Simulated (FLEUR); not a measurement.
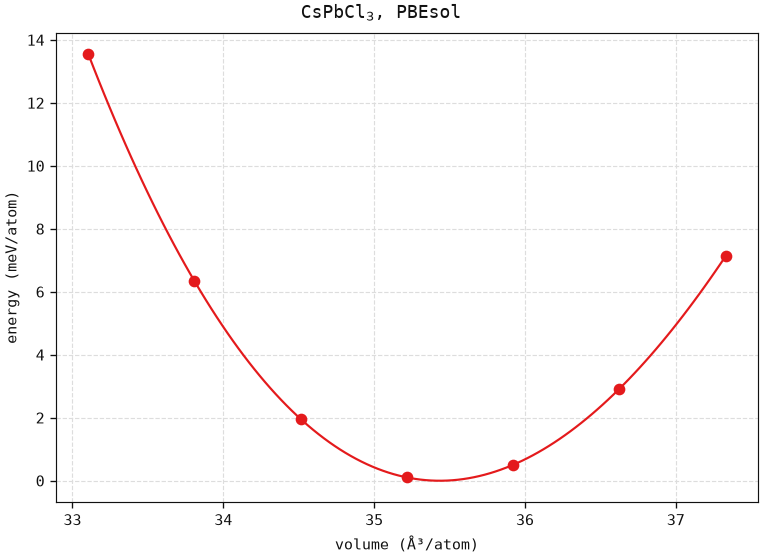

Plotted: energy against volume for CsPbCl₃, space group Pm-3m (No. 221).

Cell as given: a = 5.605 Å, b = 5.605 Å, c = 5.605 Å, α = 90.00°, β = 90.00°, γ = 90.00°; 5 atoms.

Method: all-electron LAPW DFT, no spin polarisation; energies at scaled volumes of the given cell, shape and fractions fixed, counted from the fit's minimum, third-order Birch-Murnaghan fit (FLEUR MaX-R8.1 (later development tree)). Level: PBEsol.

| setting | value |
| --- | --- |
| k mesh | 5×5×5 |
| occupations | Fermi–Dirac |
| smearing width | 0.05 eV |
| potentials | all electron |
| program settings | basis FLAPW, kmax 4.8 1/bohr |

Question: Give the fitted equation-of-state parameters.

Answer: A third-order Birch–Murnaghan fit gives V0 = 35.44 Å³/atom, B0 = 24.9 GPa and B′ = 4.7.

Note: spin-orbit coupling left out, heavy elements.
